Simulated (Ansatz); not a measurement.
```xyz
8
Lattice="3.6260 0.0000 0.0000 0.0000 0.0000 -3.6260 0.0000 3.6260 0.0000" Properties=species:S:1:pos:R:3 pbc="T T T"
N     0.9065    0.9065   -2.7195
N     2.7195    2.7195   -2.7195
N     2.7195    0.9065   -0.9065
N     0.9065    2.7195   -0.9065
B     1.8130    0.0000   -1.8130
B     0.0000    1.8130   -1.8130
B     0.0000    0.0000    0.0000
B     1.8130    1.8130    0.0000
```

Space group F-43m; a structure from a database of computed crystals, not necessarily the ambient phase.

The calculation used Ansatz, Kohn-Sham DFT of a periodic cell, PBE, Ansatz PAW.

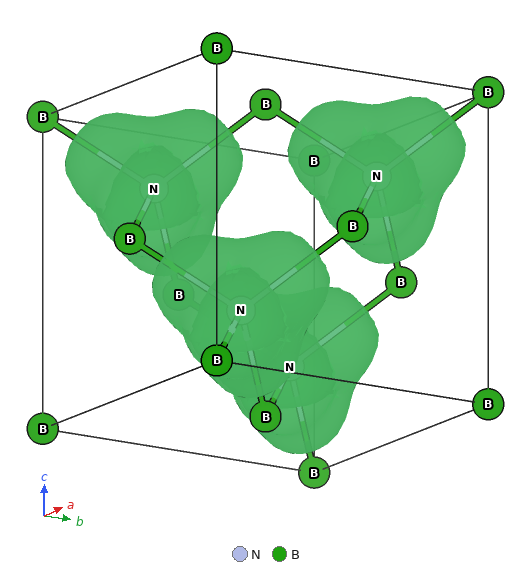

BN. Isosurface of the electron localisation function at 0.7 (green), seen at an oblique angle. Only the valence region is drawn (cores and ρ < 0.01 e/Å³ removed). Sticks mark near contacts.

Q: Where are the electrons localised?

A: At this value the surface marks out four regions on N in which the atom's valence shell and bonds are merged, counted in one cell of 8 atoms. Regions shared between cells count once. Along the contacts the grid gives the following. B–N (1.57 Å): the ELF peaks at about 0.95 between the atoms; a shared but strongly polarised pair.

Q: Does the calculation give a band gap?

A: It is gapped, with a Kohn–Sham gap of 4.5 eV on the k-point mesh (the band edges may lie off the mesh, which would make the gap smaller).
